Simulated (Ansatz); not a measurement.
Al$_{64}$As$_{64}$: geometry relaxation (part 2 of 2)

Al$_{64}$As$_{64}$ (128 atoms in the cell); DFT, PBEsol, PAW, plane waves (Ansatz 0.2.0); cutoff 420 eV, 1×1×1 k-mesh, Fermi–Dirac smearing of 0.01 eV. The structure was built on a prototype by a generator.

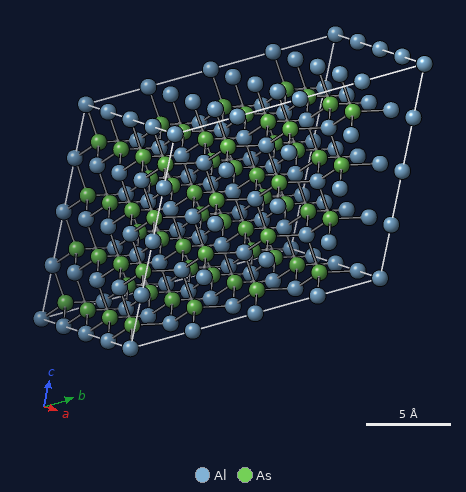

The starting structure (ball-and-stick view of the cell of the calculation, seen at an oblique angle).

**Output, continued**
```
  atom  81  As     0.00857217     0.00857217     0.00857217
  atom  82  As     0.00857217     0.00857217     0.00857217
  atom  83  As     0.00857217     0.00857217     0.00857217
  atom  84  As     0.00857217     0.00857217     0.00857217
  atom  85  As     0.00857217     0.00857217     0.00857217
  atom  86  As     0.00857217     0.00857217     0.00857217
  atom  87  As     0.00857217     0.00857217     0.00857217
  atom  88  As     0.00857217     0.00857217     0.00857217
  atom  89  As     0.00857217     0.00857217     0.00857217
  atom  90  As     0.00857217     0.00857217     0.00857217
  atom  91  As     0.00857217     0.00857217     0.00857217
  atom  92  As     0.00857217     0.00857217     0.00857217
  atom  93  As     0.00857217     0.00857217     0.00857217
  atom  94  As     0.00857217     0.00857217     0.00857217
  atom  95  As     0.00857217     0.00857217     0.00857217
  atom  96  As     0.00857217     0.00857217     0.00857217
  atom  97  As     0.00857217     0.00857217     0.00857217
  atom  98  As     0.00857217     0.00857217     0.00857217
  atom  99  As     0.00857217     0.00857217     0.00857217
  atom 100  As     0.00857217     0.00857217     0.00857217
  atom 101  As     0.00857217     0.00857217     0.00857217
  atom 102  As     0.00857217     0.00857217     0.00857217
  atom 103  As     0.00857217     0.00857217     0.00857217
  atom 104  As     0.00857217     0.00857217     0.00857217
  atom 105  As     0.00857217     0.00857217     0.00857217
  atom 106  As     0.00857217     0.00857217     0.00857217
  atom 107  As     0.00857217     0.00857217     0.00857217
  atom 108  As     0.00857217     0.00857217     0.00857217
  atom 109  As     0.00857217     0.00857217     0.00857217
  atom 110  As     0.00857217     0.00857217     0.00857217
  atom 111  As     0.00857217     0.00857217     0.00857217
  atom 112  As     0.00857217     0.00857217     0.00857217
  atom 113  As     0.00857217     0.00857217     0.00857217
  atom 114  As     0.00857217     0.00857217     0.00857217
  atom 115  As     0.00857217     0.00857217     0.00857217
  atom 116  As     0.00857217     0.00857217     0.00857217
  atom 117  As     0.00857217     0.00857217     0.00857217
  atom 118  As     0.00857217     0.00857217     0.00857217
  atom 119  As     0.00857217     0.00857217     0.00857217
  atom 120  As     0.00857217     0.00857217     0.00857217
  atom 121  As     0.00857217     0.00857217     0.00857217
  atom 122  As     0.00857217     0.00857217     0.00857217
  atom 123  As     0.00857217     0.00857217     0.00857217
  atom 124  As     0.00857217     0.00857217     0.00857217
  atom 125  As     0.00857217     0.00857217     0.00857217
  atom 126  As     0.00857217     0.00857217     0.00857217
  atom 127  As     0.00857217     0.00857217     0.00857217
  atom 128  As     0.00857217     0.00857217     0.00857217
  max |Σ_I F_I| component: 5.53e-6 eV/Å
--- Stress (GPa, compression-positive) ---
        0.025810      -0.600403      -0.600403
       -0.600403       0.025810      -0.600403
       -0.600403      -0.600403       0.025810
  P = ⅓ Tr σ = 0.0258 GPa (0.258 kbar)
--- Band table (eV) ---
  k-point 0: bands = ["-28.2166", "-28.2166", "-28.2164", "-28.2164", "-28.2162", "-28.2162", "-28.2162", "-28.2162", "-28.2162", "-28.2162", ... 494 levels left out ..., "4.2369", "4.2369", "4.4974", "4.4974", "4.4974", "4.4974", "4.4974", "4.4974", "4.5310", "4.5310", "4.5310", "4.5310", "4.5310", "4.5310", "4.5915", "4.5915", "4.5915", "4.5915", "4.5915", "4.5915", "4.7544", "4.7544", "4.8427", "4.8427", "4.8427", "4.8427", "4.8427", "4.8427", "4.8427",
      "4.8427", "4.8427", "4.8427", "4.8427", "4.8427", "4.8563", "4.8563", "4.8563", "4.8563", "4.8563", "4.8563", "5.1087", "5.1087", "5.1087", "5.1087", "5.1087", "5.1087", "5.3171", "5.3171", "5.3171", "5.3171", "5.3171", "5.3171", "5.3509", "5.3509", "5.3509", "5.3509", "5.3509", "5.3509", "5.4710", "5.4710", "5.4710", "5.4710", "5.7119", "5.7119", "5.7119", "5.7119", "5.7119", "5.7119", "6.0371",
      "6.0371", "6.0371", "6.0371", "7.9897", "7.9897", "7.9897", "7.9897", "7.9897", "7.9897", "8.3741", "8.3741", "8.6383", "8.6383", "8.6383", "8.6383", "8.6383", "8.6383", "8.8772", "8.8772", "8.9699", "8.9699", "8.9699", "8.9699", "8.9699", "8.9699", "9.0421", "9.0421", "9.0421", "9.0421", "9.0421", "9.0421", "9.2368", "9.2368", "9.2368", "9.2368", "9.2368", "9.2368", "9.3319", "9.3319", "9.3319",
      "9.3319", "9.3319", "9.3319", "9.3319", "9.3319", "9.3319", "9.3319", "9.3319", "9.3319", "9.4468", "9.4468", "9.4468", "9.4468", "9.4468", "9.4468", "9.4736", "9.4736", "9.4736", "9.4736", "9.4736", "9.4736", "9.8072", "9.8072", "9.8072", "9.8072", "9.8072", "9.8072", "9.8072", "9.8072", "9.8072", "9.8072", "9.8072", "9.8072", "9.8886", "9.8886", "9.8886", "9.8886", "9.8886", "9.8886", "10.2676",
      "10.2676", "10.2676", "10.2676", "10.2676", "10.2676", "10.5843", "10.5843", "10.5843", "10.5843", "10.5843", "10.5843", "10.5843", "10.5843", "10.5843", "10.5843", "10.5843", "10.5843", "10.6000", "10.6000", "10.6000", "10.6000", "10.6000", "10.6000", "10.7391", "10.7391", "10.7391", "10.7391", "10.8316", "10.8316", "10.9507", "10.9507", "10.9507", "10.9507", "11.0324", "11.0324", "11.0324", "11.0324", "11.0324", "11.0324", "11.2043",
      "11.2043", "11.2043", "11.2043", "11.2043", "11.2043", "11.2330", "11.2330", "11.2330", "11.2330", "11.2330", "11.2330"]
--- Relaxed structure (1 steps of the walk, 1 accepted, 1 SCFs on fresh bases) ---
  F+E_penalty+E_count = -341660.30750510 eV   max|allowed force component| = 8.572e-3 eV/Å   (the final SCF, on the basis selected at the relaxed cell)
  cell:  # Å, volume = 2922.8774 Å³
    - [0.0, 11.348197, 11.348197]
    - [11.348197, 0.0, 11.348197]
    - [11.348197, 11.348197, 0.0]
  atoms:
    - { symbol: Al, position: [0.0, 0.0, 0.0] }
    - { symbol: Al, position: [0.5, 0.0, 0.0] }
    - { symbol: Al, position: [0.0, 0.5, 0.0] }
    - { symbol: Al, position: [0.0, 0.0, 0.5] }
    - { symbol: Al, position: [0.25, 0.25, 0.25] }
    - { symbol: Al, position: [0.5, 0.5, 0.0] }
    - { symbol: Al, position: [0.5, 0.0, 0.5] }
    - { symbol: Al, position: [0.75, 0.25, 0.25] }
    - { symbol: Al, position: [0.0, 0.5, 0.5] }
    - { symbol: Al, position: [0.25, 0.75, 0.25] }
    - { symbol: Al, position: [0.25, 0.25, 0.75] }
    - { symbol: Al, position: [0.5, 0.5, 0.5] }
    - { symbol: Al, position: [0.7500000000000001, 0.7500000000000001, 0.2499999999999999] }
    - { symbol: Al, position: [0.7500000000000001, 0.2499999999999999, 0.75] }
    - { symbol: Al, position: [0.2499999999999999, 0.7500000000000001, 0.75] }
    - { symbol: Al, position: [0.7500000000000001, 0.7500000000000001, 0.7500000000000001] }
    - { symbol: Al, position: [0.0, 0.0, 0.25] }
    - { symbol: Al, position: [0.25, 0.25, 0.0] }
    - { symbol: Al, position: [0.5, -5.551115123125783e-17, 0.25] }
    - { symbol: Al, position: [0.75, 0.24999999999999994, 0.0] }
    - { symbol: Al, position: [-5.551115123125783e-17, 0.5, 0.25] }
    - { symbol: Al, position: [0.24999999999999994, 0.75, 0.0] }
    - { symbol: Al, position: [0.0, 0.0, 0.7500000000000001] }
    - { symbol: Al, position: [0.25, 0.25, 0.5000000000000001] }
    - { symbol: Al, position: [0.5, 0.5, 0.2500000000000001] }
    - { symbol: Al, position: [0.7500000000000001, 0.7500000000000001, 0.0] }
    - { symbol: Al, position: [0.5, -5.551115123125783e-17, 0.7500000000000002] }
    - { symbol: Al, position: [0.75, 0.24999999999999994, 0.5000000000000002] }
    - { symbol: Al, position: [-5.551115123125783e-17, 0.5, 0.7500000000000002] }
    - { symbol: Al, position: [0.24999999999999994, 0.75, 0.5000000000000002] }
    - { symbol: Al, position: [0.5, 0.5, 0.7500000000000002] }
    - { symbol: Al, position: [0.7500000000000001, 0.7500000000000001, 0.5000000000000001] }
    - { symbol: Al, position: [0.0, 0.25, 0.0] }
    - { symbol: Al, position: [0.25, 0.0, 0.25] }
    - { symbol: Al, position: [0.5, 0.25000000000000006, -5.551115123125783e-17] }
    - { symbol: Al, position: [0.75, 5.551115123125783e-17, 0.24999999999999994] }
    - { symbol: Al, position: [0.0, 0.7500000000000001, 0.0] }
    - { symbol: Al, position: [-5.551115123125783e-17, 0.25000000000000006, 0.5] }
    - { symbol: Al, position: [0.25, 0.5000000000000001, 0.24999999999999994] }
    - { symbol: Al, position: [0.5, 0.7500000000000002, -1.1102230246251565e-16] }
    - { symbol: Al, position: [0.24999999999999994, 5.551115123125783e-17, 0.75] }
    - { symbol: Al, position: [0.5, 0.2500000000000001, 0.49999999999999994] }
    - { symbol: Al, position: [0.75, 0.5000000000000002, 0.2499999999999999] }
    - { symbol: Al, position: [0.7500000000000001, 0.0, 0.7500000000000002] }
    - { symbol: Al, position: [-5.551115123125783e-17, 0.7500000000000002, 0.5] }
    - { symbol: Al, position: [0.24999999999999994, 0.5000000000000002, 0.75] }
    - { symbol: Al, position: [0.5, 0.7500000000000002, 0.4999999999999999] }
    - { symbol: Al, position: [0.7500000000000001, 0.5000000000000001, 0.7500000000000001] }
    - { symbol: Al, position: [0.25, 0.0, 0.0] }
    - { symbol: Al, position: [0.7500000000000001, 0.0, 0.0] }
    - { symbol: Al, position: [0.0, 0.25, 0.25] }
    - { symbol: Al, position: [0.25000000000000006, 0.5, -5.551115123125783e-17] }
    - { symbol: Al, position: [0.25000000000000006, -5.551115123125783e-17, 0.5] }
    - { symbol: Al, position: [0.5000000000000001, 0.25, 0.24999999999999994] }
    - { symbol: Al, position: [0.7500000000000002, 0.5, -1.1102230246251565e-16] }
    - { symbol: Al, position: [0.7500000000000002, -5.551115123125783e-17, 0.5] }
    - { symbol: Al, position: [5.551115123125783e-17, 0.75, 0.24999999999999994] }
    - { symbol: Al, position: [5.551115123125783e-17, 0.24999999999999994, 0.75] }
    - { symbol: Al, position: [0.2500000000000001, 0.5, 0.49999999999999994] }
    - { symbol: Al, position: [0.5000000000000002, 0.75, 0.2499999999999999] }
    - { symbol: Al, position: [0.5000000000000002, 0.24999999999999994, 0.75] }
    - { symbol: Al, position: [0.7500000000000002, 0.5, 0.4999999999999999] }
    - { symbol: Al, position: [0.0, 0.7500000000000001, 0.7500000000000002] }
    - { symbol: Al, position: [0.5000000000000001, 0.7500000000000001, 0.7500000000000001] }
    - { symbol: As, position: [0.0625, 0.0625, 0.0625] }
    - { symbol: As, position: [0.5625, 0.0625, 0.0625] }
    - { symbol: As, position: [0.0625, 0.5625, 0.0625] }
    - { symbol: As, position: [0.0625, 0.0625, 0.5625] }
    - { symbol: As, position: [0.3125, 0.3125, 0.3125] }
    - { symbol: As, position: [0.5625, 0.5625, 0.0625] }
    - { symbol: As, position: [0.5625, 0.0625, 0.5625] }
    - { symbol: As, position: [0.8125, 0.3125, 0.3125] }
    - { symbol: As, position: [0.0625, 0.5625, 0.5625] }
    - { symbol: As, position: [0.3125, 0.8125, 0.3125] }
    - { symbol: As, position: [0.3125, 0.3125, 0.8125] }
    - { symbol: As, position: [0.5625, 0.5625, 0.5625] }
    - { symbol: As, position: [0.8125000000000001, 0.8125000000000001, 0.3124999999999999] }
    - { symbol: As, position: [0.8125000000000001, 0.3124999999999999, 0.8125] }
    - { symbol: As, position: [0.3124999999999999, 0.8125000000000001, 0.8125] }
    - { symbol: As, position: [0.8125000000000001, 0.8125000000000001, 0.8125000000000001] }
    - { symbol: As, position: [0.0625, 0.0625, 0.31250000000000006] }
    - { symbol: As, position: [0.3125, 0.3125, 0.06250000000000006] }
    - { symbol: As, position: [0.5625, 0.0625, 0.3125000000000001] }
    - { symbol: As, position: [0.8125, 0.3125, 0.06250000000000011] }
    - { symbol: As, position: [0.0625, 0.5625, 0.3125000000000001] }
    - { symbol: As, position: [0.3125, 0.8125, 0.06250000000000011] }
    - { symbol: As, position: [0.0625, 0.0625, 0.8125000000000001] }
    - { symbol: As, position: [0.3125, 0.3125, 0.5625000000000001] }
    - { symbol: As, position: [0.5625, 0.5625, 0.3125000000000001] }
    - { symbol: As, position: [0.8125000000000001, 0.8125000000000001, 0.0625] }
    - { symbol: As, position: [0.5625, 0.062499999999999944, 0.8125000000000002] }
    - { symbol: As, position: [0.8125, 0.31249999999999994, 0.5625000000000002] }
    - { symbol: As, position: [0.062499999999999944, 0.5625, 0.8125000000000002] }
    - { symbol: As, position: [0.31249999999999994, 0.8125, 0.5625000000000002] }
    - { symbol: As, position: [0.5625, 0.5625, 0.8125000000000002] }
    - { symbol: As, position: [0.8125000000000001, 0.8125000000000001, 0.5625000000000001] }
    - { symbol: As, position: [0.0625, 0.31250000000000006, 0.06249999999999997] }
    - { symbol: As, position: [0.3125, 0.06250000000000006, 0.3125] }
    - { symbol: As, position: [0.5625, 0.3125000000000001, 0.062499999999999944] }
    - { symbol: As, position: [0.8125, 0.06250000000000006, 0.31249999999999994] }
    - { symbol: As, position: [0.0625, 0.8125000000000001, 0.062499999999999944] }
    - { symbol: As, position: [0.06249999999999997, 0.3125000000000001, 0.5625] }
    - { symbol: As, position: [0.3125, 0.5625000000000001, 0.31249999999999994] }
    - { symbol: As, position: [0.5625, 0.8125000000000002, 0.06249999999999989] }
    - { symbol: As, position: [0.3125, 0.06250000000000008, 0.8125] }
    - { symbol: As, position: [0.5625, 0.3125000000000001, 0.5625] }
    - { symbol: As, position: [0.8125, 0.5625000000000002, 0.3124999999999999] }
    - { symbol: As, position: [0.8125000000000001, 0.0625, 0.8125000000000002] }
    - { symbol: As, position: [0.062499999999999944, 0.8125000000000002, 0.5625] }
    - { symbol: As, position: [0.31249999999999994, 0.5625000000000002, 0.8125] }
    - { symbol: As, position: [0.5625, 0.8125000000000002, 0.5624999999999999] }
    - { symbol: As, position: [0.8125000000000001, 0.5625000000000001, 0.8125000000000001] }
    - { symbol: As, position: [0.31250000000000006, 0.0625, 0.06249999999999997] }
    - { symbol: As, position: [0.8125000000000001, 0.0625, 0.062499999999999944] }
    - { symbol: As, position: [0.06250000000000006, 0.3125, 0.3125] }
    - { symbol: As, position: [0.3125000000000001, 0.5625, 0.062499999999999944] }
    - { symbol: As, position: [0.3125000000000001, 0.06249999999999997, 0.5625] }
    - { symbol: As, position: [0.5625000000000001, 0.3125, 0.31249999999999994] }
    - { symbol: As, position: [0.8125000000000002, 0.5625, 0.06249999999999989] }
    - { symbol: As, position: [0.8125000000000002, 0.062499999999999944, 0.5625] }
    - { symbol: As, position: [0.06250000000000006, 0.8125, 0.31249999999999994] }
    - { symbol: As, position: [0.06250000000000008, 0.3125, 0.8125] }
    - { symbol: As, position: [0.3125000000000001, 0.5625, 0.5625] }
    - { symbol: As, position: [0.5625000000000002, 0.8125, 0.3124999999999999] }
    - { symbol: As, position: [0.5625000000000002, 0.31249999999999994, 0.8125] }
    - { symbol: As, position: [0.8125000000000002, 0.5625, 0.5624999999999999] }
    - { symbol: As, position: [0.0625, 0.8125000000000001, 0.8125000000000002] }
    - { symbol: As, position: [0.5625000000000001, 0.8125000000000001, 0.8125000000000001] }
--- Löwdin populations: 128 sites ---
  site symbol       q [e]
     0     Al      2.6064
     1     Al      2.6064
     2     Al      2.6064
     3     Al      2.6064
     4     Al      2.6064
     5     Al      2.6064
     6     Al      2.6064
     7     Al      2.6064
     8     Al      2.6064
     9     Al      2.6064
    10     Al      2.6064
    11     Al      2.6064
    12     Al      2.6064
    13     Al      2.6064
    14     Al      2.6064
    15     Al      2.6064
    16     Al      2.6064
    17     Al      2.6064
    18     Al      2.6064
    19     Al      2.6064
    20     Al      2.6064
    21     Al      2.6064
    22     Al      2.6064
    23     Al      2.6064
    24     Al      2.6064
    25     Al      2.6064
    26     Al      2.6064
    27     Al      2.6064
    28     Al      2.6064
    29     Al      2.6064
    30     Al      2.6064
    31     Al      2.6064
    32     Al      2.6064
    33     Al      2.6064
    34     Al      2.6064
    35     Al      2.6064
    36     Al      2.6064
    37     Al      2.6064
    38     Al      2.6064
    39     Al      2.6064
    40     Al      2.6064
    41     Al      2.6064
    42     Al      2.6064
    43     Al      2.6064
    44     Al      2.6064
    45     Al      2.6064
    46     Al      2.6064
    47     Al      2.6064
    48     Al      2.6064
    49     Al      2.6064
    50     Al      2.6064
    51     Al      2.6064
    52     Al      2.6064
    53     Al      2.6064
    54     Al      2.6064
    55     Al      2.6064
    56     Al      2.6064
    57     Al      2.6064
    58     Al      2.6064
    59     Al      2.6064
    60     Al      2.6064
    61     Al      2.6064
    62     Al      2.6064
    63     Al      2.6064
    64     As     15.3440
    65     As     15.3440
    66     As     15.3440
    67     As     15.3440
    68     As     15.3440
    69     As     15.3440
    70     As     15.3440
    71     As     15.3440
    72     As     15.3440
    73     As     15.3440
    74     As     15.3440
    75     As     15.3440
    76     As     15.3440
    77     As     15.3440
    78     As     15.3440
    79     As     15.3440
    80     As     15.3440
    81     As     15.3440
    82     As     15.3440
    83     As     15.3440
    84     As     15.3440
    85     As     15.3440
    86     As     15.3440
    87     As     15.3440
    88     As     15.3440
    89     As     15.3440
    90     As     15.3440
    91     As     15.3440
    92     As     15.3440
    93     As     15.3440
    94     As     15.3440
    95     As     15.3440
    96     As     15.3440
    97     As     15.3440
    98     As     15.3440
    99     As     15.3440
   100     As     15.3440
   101     As     15.3440
   102     As     15.3440
   103     As     15.3440
   104     As     15.3440
   105     As     15.3440
   106     As     15.3440
   107     As     15.3440
   108     As     15.3440
   109     As     15.3440
   110     As     15.3440
   111     As     15.3440
   112     As     15.3440
   113     As     15.3440
   114     As     15.3440
   115     As     15.3440
   116     As     15.3440
   117     As     15.3440
   118     As     15.3440
   119     As     15.3440
   120     As     15.3440
   121     As     15.3440
   122     As     15.3440
   123     As     15.3440
   124     As     15.3440
   125     As     15.3440
   126     As     15.3440
   127     As     15.3440
  spilling = 0.002760 (of n_electrons = 1152.000000)
```
